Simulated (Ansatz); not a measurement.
# HPt₁₂ (slab): what the fields show

Input file:

```
crystal:
  lattice:
    - [5.6143281343, 0.0, 0.0]
    - [-2.8071640672, 4.8621507895, 0.0]
    - [0.0, 0.0, 20.1192653717]
  atoms:
    - { symbol: Pt, position: [0.3333333333, 0.1666666667, 0.1988144162] }
    - { symbol: Pt, position: [0.3333333333, 0.6666666667, 0.1988144162] }
    - { symbol: Pt, position: [0.8333333333, 0.1666666667, 0.1988144162] }
    - { symbol: Pt, position: [0.8333333333, 0.6666666667, 0.1988144162] }
    - { symbol: Pt, position: [0.1666666667, 0.3333333333, 0.3136150014] }
    - { symbol: Pt, position: [0.1666666667, 0.8333333333, 0.3136150014] }
    - { symbol: Pt, position: [0.6666666667, 0.3333333333, 0.3136150014] }
    - { symbol: Pt, position: [0.6666666667, 0.8333333333, 0.3136150014] }
    - { symbol: Pt, position: [0.0, 0.0, 0.4284085533] }
    - { symbol: Pt, position: [0.0, 0.5, 0.4284085533] }
    - { symbol: Pt, position: [0.5, 0.0, 0.4284085533] }
    - { symbol: Pt, position: [0.5, 0.5, 0.4284085533] }
    - { symbol: H, position: [0.0833333333, 0.3333333333, 0.4801325488] }
basis:
  ecutwfc: 420
kpoints:
  mp_grid: { grid: [6, 6, 1] }
hamiltonian:
  xc: pbe
  pseudopotentials: { kind: paw, azcp: { folder: soft_1 } }
scf:
  occupations: { method: gaussian, width: 0.1 }
output:
  forces: true
  eigenvalues: true
  write_density: true
  write_potential: true
  elf: true
  volumetric_format: npy
relax:
  adjacent_minimum: "off"
  f_tol: 0.025
  max_steps: 16
  constraints:
    - { sites: [0, 1, 2, 3, 4, 5, 6, 7, 8, 9, 10, 11] }
    - { sites: [12], fix: xy }
efield:
  axis: 3
  dipole_correction: true
  ramp_width: 0.04
```

Command:

```sh
ansatz run input.yaml --threads 4 --pin off --max-ram 12288MiB --backend cpu --events-out ev --progress --plain --runs-dir out
```

The fields are those of the run's last geometry, not of the input's.

A point of a scan over the structure, not its minimum; not relaxed (largest force 0.4 eV/Å); computed without spin polarisation; PAW files of the earlier set (soft_1).

The calculation used Ansatz, DFT PBE, scalar-relativistic, plane waves, PAW.

The density is the valence pseudo-density of a PAW calculation; it isn't the true density close to the nuclei.

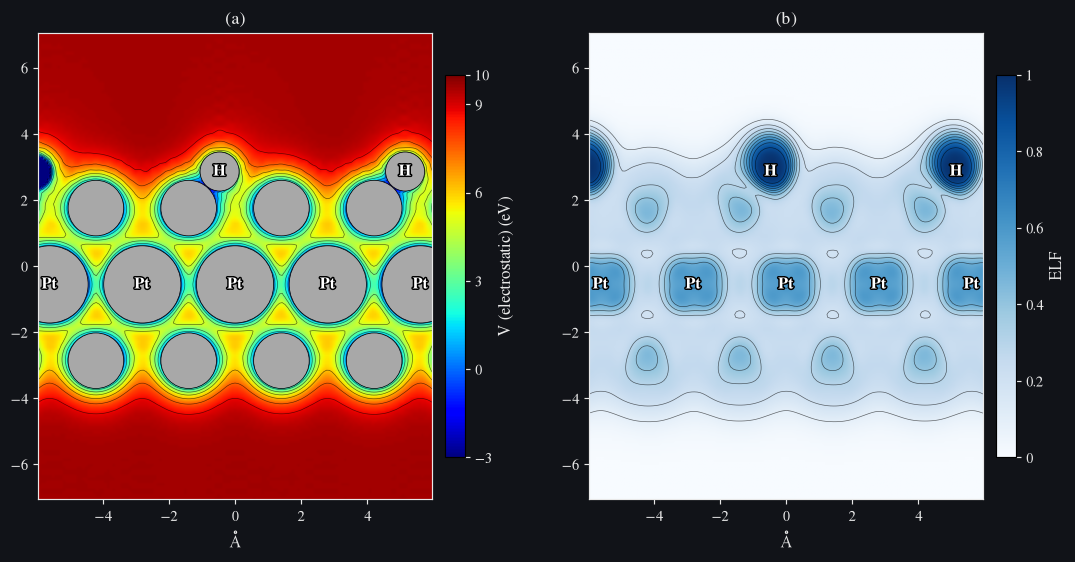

Figure 1. (a) electrostatic potential energy of an electron; (b) electron localisation function on the (010) plane of the calculation cell, a cut from vacuum to vacuum. Grey discs cover the atomic cores in the potential map.

What do the fields say about this system?

The plane passes through Pt and H nuclei.
Atoms just off the plane (Pt, 0.8 Å away) can leave unmarked features too.
Pt–Pt (2.81 Å): the ELF is about 0.30 at the midpoint (no shared electron pair shows on this line).
The features right at Pt lie inside the PAW spheres, where the map follows smoothed inner orbitals and isn't to be read closely.
Outside the cores the potential energy rises away from the atoms and is highest in the vacuum; its zero is arbitrary.

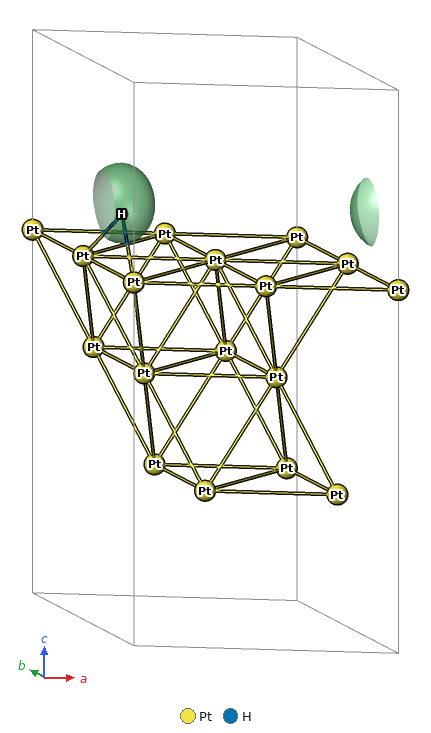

Figure 2. Isosurface of the ELF at 0.55 (green), seen slightly off an axis. Only the valence region is drawn (cores and ρ < 0.01 e/Å³ removed). Sticks mark near contacts.

Describe the localisation domains.

The ELF exceeds this value in one region around a hydrogen nucleus, counted in one cell of 13 atoms. Counts are for one cell; the picture repeats the cell along the surface. Along the contacts the grid gives the following. Pt–H (1.66 Å): the ELF climbs to about 1 towards the hydrogen.

Does the calculation give a band gap?

It is metallic or semimetallic at this level of theory: no gap opens.
